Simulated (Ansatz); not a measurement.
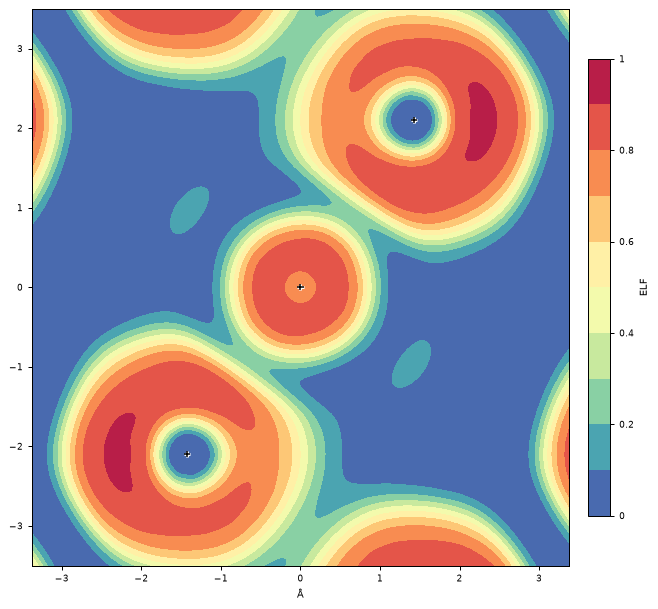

The electron localisation function on a plane through atoms (crosses mark nuclei in the plane).

The calculation used Ansatz 0.2.0, DFT PBE, plane waves, PAW.

Candidates:
A. Ru, a = 2.72 Å, b = 2.72 Å, c = 4.30 Å, α = 90.00°, β = 90.00°, γ = 120.00°. Space group P6₃/mmc; computed without spin polarisation.
B. HfS$_{2}$, a = 3.64 Å, b = 3.64 Å, c = 6.06 Å, α = 90.00°, β = 90.00°, γ = 120.00°. Space group P-3m1; a structure from a database of computed crystals, not necessarily the ambient phase.

Q: Which system is this?

A: Candidate B: HfS$_{2}$ on the (110) plane of the conventional cell, which holds Hf and S. Hf–S (2.54 Å): the ELF peaks at about 0.85 in the valence shell of S, 0.8 Å from its nucleus, and is about 0.40 at the midpoint.
